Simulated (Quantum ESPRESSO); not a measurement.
## PbF2: relaxation of cell and atoms (part 4 of 4)

PbF2 (Fm-3m, 3 atoms in the cell); Kohn-Sham DFT of a periodic cell, SOGGA with D2, spin-orbit coupling, PseudoDojo 0.4 FR PBE standard, no spin polarisation (Quantum ESPRESSO 7.5); cutoff 1142.88 eV, 4×4×4 k-mesh, fermi-dirac of 0.025 eV. The structure derives from an entry of the Crystallography Open Database.

Geometry of the input (Å; fractional positions):
```
0.0000  2.9637  2.9637
2.9637  0.0000  2.9637
2.9637  2.9637  0.0000
Pb 0.0000  0.0000  0.0000
F  0.7500  0.7500  0.7500
F  0.2500  0.2500  0.2500
```

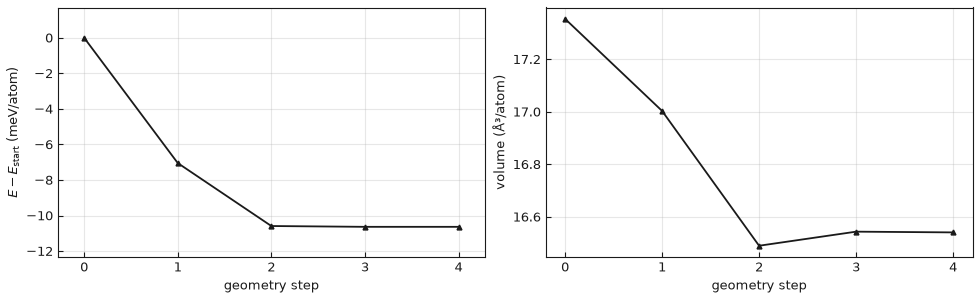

**Figure 1.** Progress of the relaxation, step by step (steps are counted from 0).

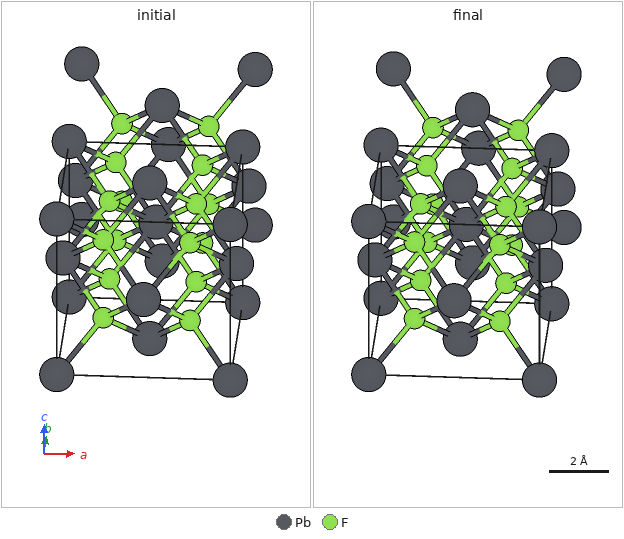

**Figure 2.** Before (left) and after (right) the relaxation, at one scale (ball-and-stick view of the cell 4 times as large as that of the calculation, set on its symmetry axes, repeated 1 × 2 × 1, seen at an oblique angle). No atom moves by more than 0.005 Å relative to the cell. Cell: a = b = c 5.927 → 5.833 Å (−1.6 %). Volume −4.7 %. Among the contacts that change: Pb1–F2 2.567 → 2.526 Å. The space group stays Fm-3m (No. 225). After 4 geometry steps the energy has fallen by 10.6 meV per atom. All forces vanish by symmetry, so only the cell relaxes. (Atoms are counted from 1 in the order of the input.)

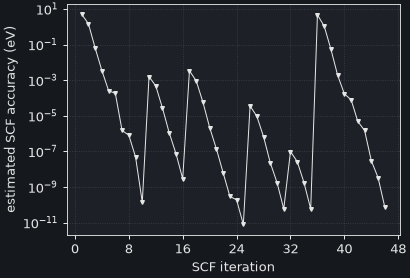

**Figure 3.** Convergence of the self-consistent field: estimated SCF accuracy against the iteration. The field takes 46 iterations in all.

Results in brief:

```tsv
quantity	value
outcome	converged
space group (tolerance 0.01 Å)	Fm-3m (225)
electrons treated	28
free energy	−3241.9346 eV
Fermi energy	9.048 eV
gap on the k-point mesh	3.88 eV
pressure	−0.01 GPa
final volume	49.62 Å³
largest force (length of the vector) at the end	under 0.001 eV/Å
final cell	a = 4.125 Å, b = 4.125 Å, c = 4.125 Å, α = 60.00°, β = 60.00°, γ = 60.00°
wall time	3.7 min
peak memory	0.2 GiB
```

Remarks:

Further notes kept with the run: potentials made for another functional; D2 scale of PBE kept for another functional; SOGGA exchange with the correlation of PBE. Points of doubt noted for this run: coarse mesh; d2 scale of pbe kept for another functional; potentials made for another functional; sogga exchange with the correlation of pbe.
